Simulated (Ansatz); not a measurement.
**TaN: geometry relaxation**

TaN (P6₃mc, 4 atoms in the cell), computed with DFT PBE+D3(BJ), scalar-relativistic, plane waves, PAW, no spin polarisation (Ansatz 0.2.0).

The structure derives from an entry of the Crystallography Open Database. Figures and captions count atoms from 1; the log counts them from 0 in places.

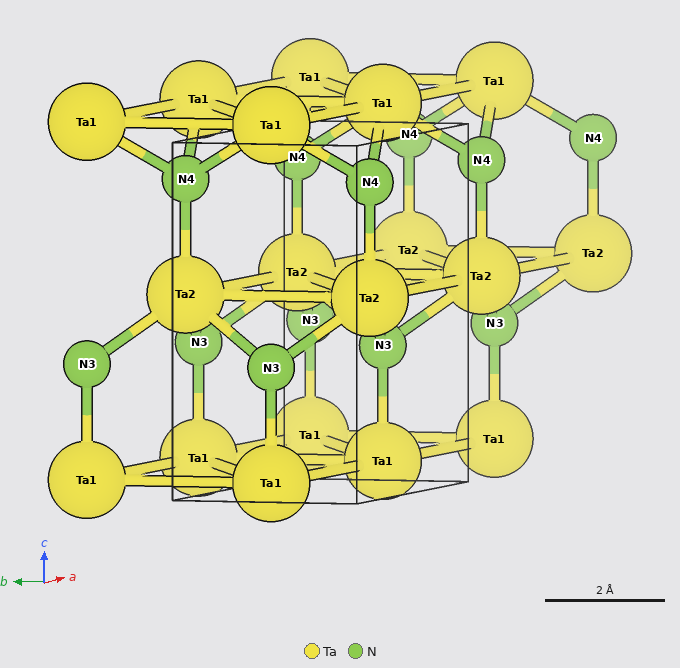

Fig. 1: The starting structure (ball-and-stick view of the cell of the calculation, repeated 3 × 2 × 1, seen at an oblique angle; atoms are numbered from 1 in the order of the input). An atom can appear more than once, as a periodic image. Near neighbours in the periodic cell (some may lie outside the picture): Ta has 4 N at 1.97 to 2.10 Å and 6 Ta at 3.12 Å; N has 4 Ta at 1.97 to 2.10 Å.

Summary

- outcome: converged
- space group (tolerance 0.01 Å): P6₃mc (186)
- electrons treated: 36
- free energy: −20637.0940 eV
- Fermi energy: 16.665 eV
- gap on the k-point mesh: none (metallic)
- pressure: 0.00 GPa
- final volume: 51.46 Å³
- largest force (length of the vector) at the end: 0.004 eV/Å
- final cell: a = 3.123 Å, b = 3.123 Å, c = 6.093 Å, α = 90.00°, β = 90.00°, γ = 120.00°
- hardware: 4 threads of Intel Xeon (Granite Rapids), 32 GiB of memory available, shared host
- wall time: 11 s (CPU time 43 s)
- peak memory: 0.57 GiB

Spin–orbit coupling is left out, which matters for Ta.

Input file
```yaml
crystal:
  lattice:
    - [3.1217800116, 0.0, 0.0]
    - [-1.5608900058, 2.7035407951, 0.0]
    - [0.0, 0.0, 6.0916138908]
  atoms:
    - { symbol: Ta, position: [0.3333333333, 0.6666666667, 0.0310700767] }
    - { symbol: Ta, position: [0.6666666667, 0.3333333333, 0.5310700767] }
    - { symbol: "N", position: [0.3333333333, 0.6666666667, 0.3539299233] }
    - { symbol: "N", position: [0.6666666667, 0.3333333333, 0.8539299233] }
basis:
  ecutwfc: 420
kpoints:
  mp_grid: { grid: [18, 18, 8] }
hamiltonian:
  xc: pbe
  dispersion: d3bj
scf:
  occupations: { method: gaussian, width: 0.1 }
output:
  forces: true
  stress: true
  eigenvalues: true
relax:
  adjacent_minimum: "off"
  f_tol: 0.005
  max_steps: 80
  cell: { stress_tol: 0.05 }
```

Launched with:
```bash
ansatz run input.yaml --threads 4 --pin off --max-ram 10240MiB --backend cpu --events-out ev --progress --plain --runs-dir out
```

Output
```
Engine: ansatz 0.2.0, x86_64-unknown-linux-gnu
Pseudopotentials: kind: paw
Pseudopotential: Ta, paw, valence charge 13, recommended cutoff 420 eV (normal), Ta.paw.azcp
Pseudopotential: N, paw, valence charge 5, recommended cutoff 420 eV (normal), N.paw.azcp
Functional definition: PBE
  parameter kappa = 0.804
  parameter beta = 0.06672455060314922
  exchange = pbe_x(kappa = kappa, mu = beta*pi^2/3)
  correlation = pbe_c(beta = beta)
Crystal: 4 atoms, lattice volume = 51.412 Å³
Basis set: ecut = 420 eV, 1005 PW (Γ), exchange–correlation on 48×48×90 points (8 copies of the dense FFT grid, shifted against one another)
Bands: 22, of which v1, the nominal top of the filled ones, is band 18 counted from 1 (17 counted from 0)
Symmetry: 12 space group operations
Space group: P63mc (ITA 186), of the structure as read, at distance tolerance 3.7e-5 Å
k-points: 185 of 2592 (time reversal used)
Non-local potential: Ta, projectors of the file, l = 0: 3, l = 1: 2, l = 2: 2, l = 3: 1
Non-local potential: N, projectors of the file, l = 0: 2, l = 1: 2, l = 2: 1
PAW form: soft (Blöchl's): semilocal exchange-correlation on the pseudo side does not see the compensation charge
PAW one-centre angular grid: Ta, 590 points (default); XC on 64 Gauss nodes
PAW one-centre angular grid: N, 110 points (default); XC on 64 Gauss nodes
Initial density: superposition of atomic densities (neutral atoms: chi_scale 0, normalization atom), corrected by the library's trained network
Initial wavefunctions: pseudopotential atomic-orbital guess
Functional: x = pbe(κ = 0.804, μ = 0.2195149727645171), c = pbe(β = 0.06672455060314922)
SCF iter   1: F=—  HF=-20637.095706 eV  |F-HF|=—  |Δ(HF+E_count)|=         —  Δρ=8.77e-3  dr2=2.61e-2  ethr=1.77e-3  ⟨swp⟩=5.1  Hψ=18218  notcnv=0
preconditioner: auto → Kerker (q_TF=auto, 2.571 Å⁻¹)  [metal: Δε(μ)=0.028 eV  Ē_g=8.554 eV  σ=0.100 eV  W_gap=0.16  n_scr=22 (ndim 8)  ℏωp=23.2 eV  f_vac=0.000  D(μ)=0.76/eV (n_scr^D=2)]
SCF iter   2: F=—  HF=-20637.093864 eV  |F-HF|=—  |Δ(HF+E_count)|=   1.84e-3  Δρ=4.62e-3  dr2=5.91e-3  ethr=7.25e-5  ⟨swp⟩=1.0  Hψ=5550  notcnv=0
SCF iter   3: F=—  HF=-20637.094023 eV  |F-HF|=—  |Δ(HF+E_count)|=   1.58e-4  Δρ=1.67e-3  dr2=1.30e-3  ethr=1.64e-5  ⟨swp⟩=2.6  Hψ=6017  notcnv=0
SCF iter   4: F=—  HF=-20637.093924 eV  |F-HF|=—  |Δ(HF+E_count)|=   9.93e-5  Δρ=3.64e-4  dr2=3.44e-5  ethr=3.61e-6  ⟨swp⟩=2.0  Hψ=5465  notcnv=0
SCF iter   5: F=—  HF=-20637.093932 eV  |F-HF|=—  |Δ(HF+E_count)|=   8.41e-6  Δρ=4.57e-5  dr2=9.46e-7  ethr=9.55e-8  ⟨swp⟩=2.4  Hψ=6595  notcnv=0
SCF iter   6: F=-20637.093933 eV  HF=-20637.093932 eV  |F-HF|=1.01e-8  |Δ(HF+E_count)|=   5.44e-7  Δρ=1.14e-5  dr2=8.28e-8  ethr=2.78e-10  ⟨swp⟩=6.1  Hψ=17997  notcnv=0
SCF 1 converged in 6 iterations: F = -20637.093933 eV  dr2 = 8.28e-8
  greatest PAW one-centre occupation: 0.999 electrons in one spin orbital (limit 2), on the Ta atom at site 1 (counted from 0), in its partial waves of l = 0
relax step   1: F+E_penalty+E_count = -20637.09393250 eV  Δ(F+E_penalty+E_count) = +0.000e0 eV  max|allowed force component| = 1.043e-2 eV/Å  Δτ_max = 0.0000 Å  P = +0.254 GPa  Ω = 51.412 Å³  (6 SCF iters, dr2 threshold 1.00e-7 eV, accepted)
Crystal: 4 atoms, lattice volume = 51.488 Å³
Initial density: handed on by an earlier stage of this run
Initial wavefunctions: those handed on with the density
iter 1 solved again at ethr=7.16e-8 eV; its pass at ethr=3.10e-3 eV (dr2=2.58e-5 eV) is discarded
SCF iter   1: F=—  HF=-20637.093778 eV  |F-HF|=—  |Δ(HF+E_count)|=         —  Δρ=2.20e-4  dr2=2.19e-5  ethr=7.16e-8  ⟨swp⟩=2.0  Hψ=23766  notcnv=0
preconditioner: auto → Kerker (q_TF=auto, 2.570 Å⁻¹)  [metal: Δε(μ)=0.028 eV  Ē_g=8.576 eV  σ=0.100 eV  W_gap=0.15  n_scr=22 (ndim 8)  ℏωp=23.1 eV  f_vac=0.000  D(μ)=0.76/eV (n_scr^D=2)]
SCF iter   2: F=—  HF=-20637.093775 eV  |F-HF|=—  |Δ(HF+E_count)|=   3.48e-6  Δρ=7.63e-5  dr2=2.95e-6  ethr=6.10e-8  ⟨swp⟩=2.0  Hψ=5590  notcnv=0
SCF iter   3: F=—  HF=-20637.093774 eV  |F-HF|=—  |Δ(HF+E_count)|=   5.90e-7  Δρ=3.96e-5  dr2=9.36e-7  ethr=8.19e-9  ⟨swp⟩=1.6  Hψ=4427  notcnv=0
SCF iter   4: F=-20637.093774 eV  HF=-20637.093774 eV  |F-HF|=6.25e-9  |Δ(HF+E_count)|=   2.83e-7  Δρ=8.02e-6  dr2=3.95e-8  ethr=8.92e-10  ⟨swp⟩=4.3  Hψ=13986  notcnv=0
SCF 2 converged in 4 iterations: F = -20637.093774 eV  dr2 = 3.95e-8
relax step   2: F+E_penalty+E_count = -20637.09377390 eV  Δ(F+E_penalty+E_count) = +1.586e-4 eV  max|allowed force component| = 5.483e-3 eV/Å  Δτ_max = 0.0003 Å  P = -0.116 GPa  Ω = 51.488 Å³  energy of the carried Pulay correction = -1.869e-4 eV  (4 SCF iters, dr2 threshold 3.21e-7 eV, accepted)
Crystal: 4 atoms, lattice volume = 51.462 Å³
iter 1 solved again at ethr=6.18e-9 eV; its pass at ethr=3.10e-3 eV (dr2=2.23e-6 eV) is discarded
SCF iter   1: F=—  HF=-20637.093852 eV  |F-HF|=—  |Δ(HF+E_count)|=         —  Δρ=7.07e-5  dr2=1.91e-6  ethr=6.18e-9  ⟨swp⟩=2.8  Hψ=25316  notcnv=0
preconditioner: auto → Kerker (q_TF=auto, 2.571 Å⁻¹)  [metal: Δε(μ)=0.031 eV  Ē_g=8.579 eV  σ=0.100 eV  W_gap=0.17  n_scr=22 (ndim 8)  ℏωp=23.1 eV  f_vac=0.000  D(μ)=0.76/eV (n_scr^D=2)]
SCF iter   2: F=—  HF=-20637.093853 eV  |F-HF|=—  |Δ(HF+E_count)|=   8.40e-7  Δρ=2.97e-5  dr2=3.81e-7  ethr=5.31e-9  ⟨swp⟩=2.0  Hψ=5543  notcnv=0
SCF iter   3: F=—  HF=-20637.093852 eV  |F-HF|=—  |Δ(HF+E_count)|=   8.10e-8  Δρ=1.27e-5  dr2=9.03e-8  ethr=1.06e-9  ⟨swp⟩=2.5  Hψ=6283  notcnv=0
SCF iter   4: F=-20637.093852 eV  HF=-20637.093852 eV  |F-HF|=5.89e-10  |Δ(HF+E_count)|=   2.57e-8  Δρ=2.76e-6  dr2=4.29e-9  ethr=1.64e-10  ⟨swp⟩=4.1  Hψ=13439  notcnv=0
SCF 3 converged in 4 iterations: F = -20637.093852 eV  dr2 = 4.29e-9
relax step   3: F+E_penalty+E_count = -20637.09385246 eV  Δ(F+E_penalty+E_count) = -7.856e-5 eV  max|allowed force component| = 3.604e-3 eV/Å  Δτ_max = 0.0001 Å  P = -0.000 GPa  Ω = 51.462 Å³  energy of the carried Pulay correction = -1.219e-4 eV  (4 SCF iters, dr2 threshold 5.90e-8 eV, accepted)
Initial wavefunctions: pseudopotential atomic-orbital guess (no wavefunctions were taken with the density)
iter 1 solved again at ethr=1.35e-8 eV; its pass at ethr=3.10e-3 eV (dr2=4.86e-6 eV) is discarded
SCF iter   1: F=—  HF=-20637.093991 eV  |F-HF|=—  |Δ(HF+E_count)|=         —  Δρ=5.89e-6  dr2=5.93e-9  ethr=1.35e-8  ⟨swp⟩=3.5  Hψ=30793  notcnv=0
SCF iter   2: F=—  HF=-20637.093992 eV  |F-HF|=—  |Δ(HF+E_count)|=   1.23e-6  Δρ=3.27e-6  dr2=2.69e-9  ethr=1.65e-11  ⟨swp⟩=2.2  Hψ=6641  notcnv=0
SCF iter   3: F=—  HF=-20637.093992 eV  |F-HF|=—  |Δ(HF+E_count)|=   1.50e-9  Δρ=6.12e-7  dr2=2.72e-10  ethr=7.46e-12  ⟨swp⟩=2.7  Hψ=6067  notcnv=0
SCF iter   4: F=-20637.093992 eV  HF=-20637.093992 eV  |F-HF|=1.09e-11  |Δ(HF+E_count)|=  7.28e-12  Δρ=2.14e-7  dr2=1.68e-11  ethr=1.00e-12  ⟨swp⟩=3.2  Hψ=16467  notcnv=0
SCF 4 converged in 4 iterations: F = -20637.093992 eV  dr2 = 1.68e-11
relax step   4: F+E_penalty+E_count = -20637.09399206 eV  Δ(F+E_penalty+E_count) = -1.396e-4 eV  max|allowed force component| = 3.600e-3 eV/Å  Δτ_max = 0.0000 Å  P = +0.004 GPa  Ω = 51.462 Å³  stress off target by 3.15e-2 GPa  SCF on the basis re-selected at this cell (its energy is not comparable with the rows above)  (4 SCF iters)
```

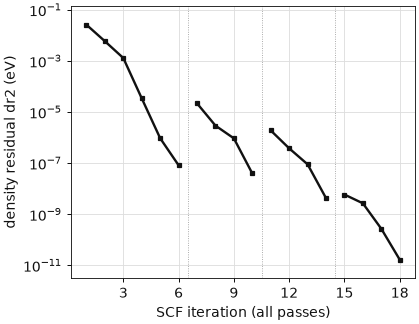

Fig. 2: Convergence of the self-consistent field: density residual dr2 against the SCF iteration. The dotted lines part the SCF passes of the relaxation: geometry steps, rejected trials and re-solves on a re-selected basis. The passes take 6, 4, 4 and 4 iterations.

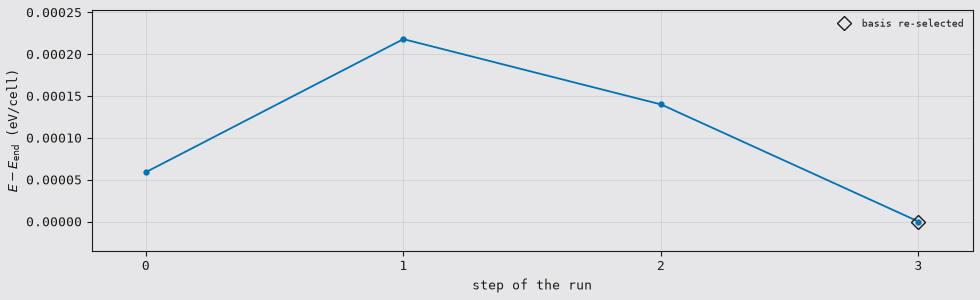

Fig. 3: Progress of the relaxation, step by step (the first geometry is step 0 here and step 1 in the log). The atoms keep their places relative to the cell (all moves are under 0.005 Å). Cell: a = b 3.122 → 3.123 Å (0.0 %), c 6.092 → 6.093 Å (0.0 %). Volume +0.1 %. The space group stays P6_3mc (No. 186). The energy rises by 0.1 meV per cell of the calculation in 2 geometry steps. The largest force component goes from 0.01 to 0.0036 eV/Å. Pressure: 0.25 GPa at the start and 0.00 GPa at the end. A last SCF at the same geometry on a re-selected plane-wave basis shifts the energy by −0.1 meV per cell of the calculation. (Atoms are counted from 1 in the order of the input.)

```
basis re-selected at this cell: Δ(F+E_penalty+E_count) = -1.396e-4 eV, ΔP = +0.004 GPa vs the last step (what re-selecting the basis moved, of the pressure what is left beyond the Pulay correction that the steps carried, after the strain that the cell walked since its last selection, with what the two solves' SCF thresholds leave and, on support functions, any second-order correction that the steps lacked; it is no measure of the basis error at this ecutwfc). This SCF's stress stands 3.15e-2 GPa from its target on what of the cell is left free (relax.cell.stress_tol is 5.00e-2 GPa) and its largest allowed force component is 3.60e-3 eV/Å (relax.f_tol is 5.00e-3 eV/Å): within both
SCF converged after 4 iterations
Free energy (F): -20637.093992 eV
Harris-Foulkes:  -20637.093992 eV  (|F-HF|=1.09e-11)
Internal energy: -20637.090194 eV  (E = F + TS)
E sigma→0 (E₀):  -20637.092093 eV
Entropy (-TS):   -0.003798 eV (-0.949 meV/atom)
Fermi energy:    16.665350 eV
--- Per-component energies (eV) ---
  E_band       = -234.040825
  E_kinetic    = 994.987474
  E_local      = -1628.090906  (includes V_loc(G=0)·N_el)
  E_nonlocal   = 121.111932
  E_hartree    = 552.129883
  E_xc         = -557.200665
  E_vxc        = -561.005091  (∫ρ·V_xc dr)
  E_paw        = -17048.560775  (= ΣΔE_a)
  E_vpaw       = -265.304412  (= ΣTr[D̂ρ^β])
  E_aug_tail   = 0.000509  (compensation charges beyond the density's cutoff)
  E_ewald      = -3069.906590
  E_disp       = -1.561056  (pairwise vdW)
  E_smearing   = -0.003798  (= −TS)
  E_closure    = 0.000000  (closes the sum)
  Σ components = -20637.093992   (vs F -20637.093992, Δ=0.00e0)
--- Forces (eV/Å), atoms counted from 1 ---
  atom   1  Ta     0.00000000     0.00000000    -0.00359861
  atom   2  Ta    -0.00000000    -0.00000000    -0.00359861
  atom   3  N     -0.00000000    -0.00000000     0.00360183
  atom   4  N      0.00000000     0.00000000     0.00360183
  max |Σ_I F_I| component: 6.45e-6 eV/Å
--- Stress (GPa, compression-positive) ---
       -0.010403       0.000000      -0.000000
        0.000000      -0.010403       0.000000
       -0.000000       0.000000       0.031544
  P = ⅓ Tr σ = 0.0036 GPa (0.036 kbar)
--- Band table (eV; the first three rows and the last of 185) ---
  k-point 0: bands = ["-51.9619", "-51.9513", "-18.8930", "-18.5412", "-18.2653", "-18.2653", "-18.2363", "-18.2363", "-0.3757", "1.2064", "9.2980", "9.6293", "11.3012", "11.3012", "12.1721", "12.1721", "15.8261", "15.9216", "16.8392", "16.8392", "18.9179", "18.9179"]
  k-point 1: bands = ["-51.9615", "-51.9517", "-18.8802", "-18.5551", "-18.2642", "-18.2642", "-18.2374", "-18.2374", "-0.3177", "1.1446", "9.2701", "9.5834", "11.3280", "11.3280", "12.1303", "12.1303", "15.9337", "16.0728", "16.8967", "16.8967", "18.7370", "18.7370"]
  k-point 2: bands = ["-51.9603", "-51.9529", "-18.8432", "-18.5945", "-18.2611", "-18.2611", "-18.2406", "-18.2406", "-0.1513", "0.9690", "9.2158", "9.4680", "11.4065", "11.4065", "12.0164", "12.0164", "16.2184", "16.4371", "17.0646", "17.0646", "18.4075", "18.4075"]
  k-point 184: bands = ["-51.9177", "-51.9177", "-18.7448", "-18.7448", "-18.6208", "-18.6208", "-18.5544", "-18.5544", "1.2675", "1.2675", "10.1826", "10.1826", "10.2279", "10.2279", "12.2454", "12.2454", "15.6983", "15.6983", "17.1631", "17.1631", "19.9116", "19.9116"]
--- Relaxed structure (3 steps of the walk, 3 accepted, 1 SCFs on fresh bases) ---
  F+E_penalty+E_count = -20637.09399206 eV   max|allowed force component| = 3.600e-3 eV/Å   (the final SCF, on the basis selected at the relaxed cell)
  cell:  # Å, volume = 51.4615 Å³
    - [3.1229039287538507, -4.1593289469314295e-20, 4.850741956400223e-34]
    - [-1.5614519643769253, 2.704514135879063, -4.992566721305769e-34]
    - [9.596847831921717e-34, -5.258546757217379e-34, 6.0930476353300875]
  atoms:
    - { symbol: Ta, position: [0.33333333333333326, 0.6666666666666665, 0.031037626183381867] }
    - { symbol: Ta, position: [0.6666666666666665, 0.33333333333333326, 0.5310376261833817] }
    - { symbol: N, position: [0.33333333333333326, 0.6666666666666665, 0.3539623738166181] }
    - { symbol: N, position: [0.6666666666666665, 0.33333333333333326, 0.853962373816618] }
```

Trajectory as extended XYZ (Å, eV, eV/Å), 4 frames, from step=1 to step=4
```
4
Lattice="3.1218 0.0000 0.0000 -1.5609 2.7035 0.0000 0.0000 0.0000 6.0916" Properties=species:S:1:pos:R:3:forces:R:3 step=1 energy=-20637.09393 pressure_GPa=0.25
Ta    0.0000    1.8024    0.1893    0.0000   0.0000  -0.0104
Ta    1.5609    0.9012    3.2351    0.0000   0.0000  -0.0104
N     0.0000    1.8024    2.1560    0.0000   0.0000   0.0105
N     1.5609    0.9012    5.2018    0.0000   0.0000   0.0105
4
Lattice="3.1238 0.0000 0.0000 -1.5619 2.7053 0.0000 0.0000 0.0000 6.0926" Properties=species:S:1:pos:R:3:forces:R:3 step=2 energy=-20637.09377 pressure_GPa=-0.12
Ta    0.0000    1.8035    0.1890    0.0000   0.0000  -0.0055
Ta    1.5619    0.9018    3.2352    0.0000   0.0000  -0.0055
N     0.0000    1.8035    2.1567    0.0000   0.0000   0.0055
N     1.5619    0.9018    5.2029    0.0000   0.0000   0.0055
4
Lattice="3.1229 0.0000 0.0000 -1.5615 2.7045 0.0000 0.0000 0.0000 6.0930" Properties=species:S:1:pos:R:3:forces:R:3 step=3 energy=-20637.09385 pressure_GPa=-0.00
Ta    0.0000    1.8030    0.1891    0.0000   0.0000  -0.0036
Ta    1.5615    0.9015    3.2356    0.0000   0.0000  -0.0036
N     0.0000    1.8030    2.1567    0.0000   0.0000   0.0036
N     1.5615    0.9015    5.2032    0.0000   0.0000   0.0036
4
Lattice="3.1229 0.0000 0.0000 -1.5615 2.7045 0.0000 0.0000 0.0000 6.0930" Properties=species:S:1:pos:R:3:forces:R:3 step=4 energy=-20637.09399 pressure_GPa=0.00
Ta    0.0000    1.8030    0.1891    0.0000   0.0000  -0.0036
Ta    1.5615    0.9015    3.2356    0.0000   0.0000  -0.0036
N     0.0000    1.8030    2.1567    0.0000   0.0000   0.0036
N     1.5615    0.9015    5.2032    0.0000   0.0000   0.0036
```

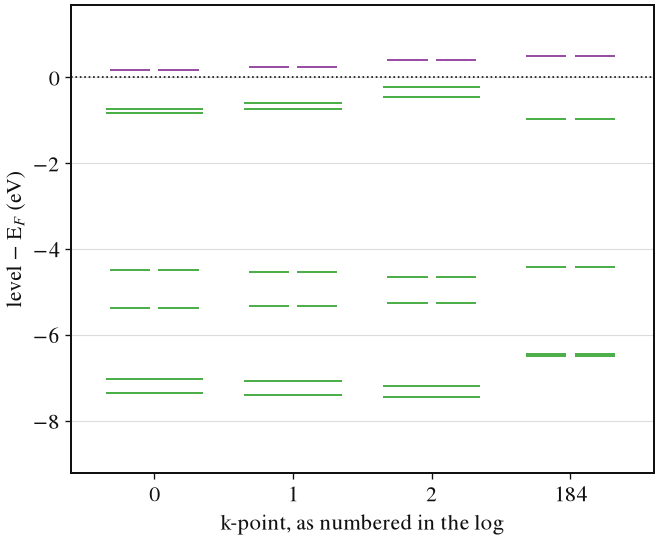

Fig. 4: Kohn–Sham levels near the Fermi level (dotted) at the few k-points that the log prints; levels within 0.02 eV of each other stand side by side. The system is metallic on the full mesh.
